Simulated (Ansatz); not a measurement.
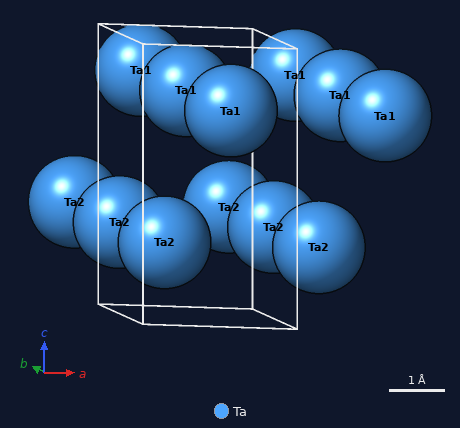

Crystalline Ta (set up in P6_3/mmc), before the relaxation. A spheres-only model of the cell of the calculation, repeated 2 × 3 × 1 with one cell outlined, seen slightly off an axis.

Theory: Ansatz 0.2.0, DFT PBEsol, scalar-relativistic, plane waves, PAW.

Input file:
```yaml
crystal:
  lattice:
    - [2.9003720726, 0.0, 0.0]
    - [-1.4501860363, 2.5117958953, 0.0]
    - [0.0, 0.0, 5.166274]
  atoms:
    - { symbol: Ta, position: [0.66666667, 0.33333333, 0.75] }
    - { symbol: Ta, position: [0.33333333, 0.66666667, 0.25] }
basis:
  ecutwfc: 420
kpoints:
  mp_grid: { grid: [18, 18, 8] }
hamiltonian:
  xc: pbesol
scf:
  occupations: { method: gaussian, width: 0.1 }
output:
  forces: true
  stress: true
  eigenvalues: true
relax:
  adjacent_minimum: "off"
  f_tol: 0.005
  max_steps: 80
  cell: { stress_tol: 0.05 }
```

Run as
```bash
ansatz run input.yaml --threads 2 --pin off --max-ram 5120MiB --backend cpu --events-out ev --progress --plain --runs-dir out
```

> Where does the relaxation end?

Over 2 accepted moves (4 points after the start) the energy falls by 32.1 meV per cell of the calculation. All forces vanish by symmetry, so only the cell relaxes. The pressure goes from −7.12 to −0.03 GPa. The line search rejected the trial step at point 1 of the run. The SCF was repeated once at an unchanged geometry on a basis and grid sized afresh for the cell, which shifted the energy by 0.4 meV per cell of the calculation at most. No atom moves by more than 0.005 Å relative to the cell. The volume changes by −3.7 %, with a = b 2.900 → 2.867 Å (−1.2 %), c 5.166 → 5.091 Å (−1.4 %). Near-neighbour distances that change, for instance: Ta1–Ta2 3.078 → 3.037 Å, Ta1–Ta1 2.900 → 2.867 Å. The space group stays P6_3/mmc (No. 194).

The end point in the same view:

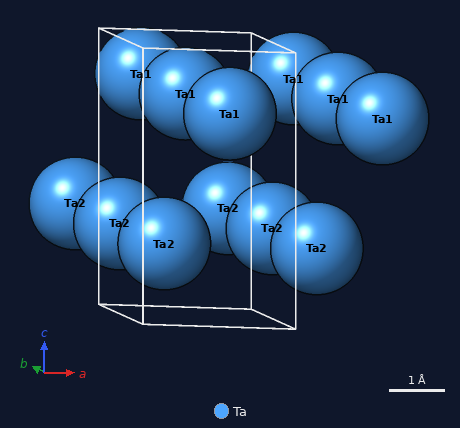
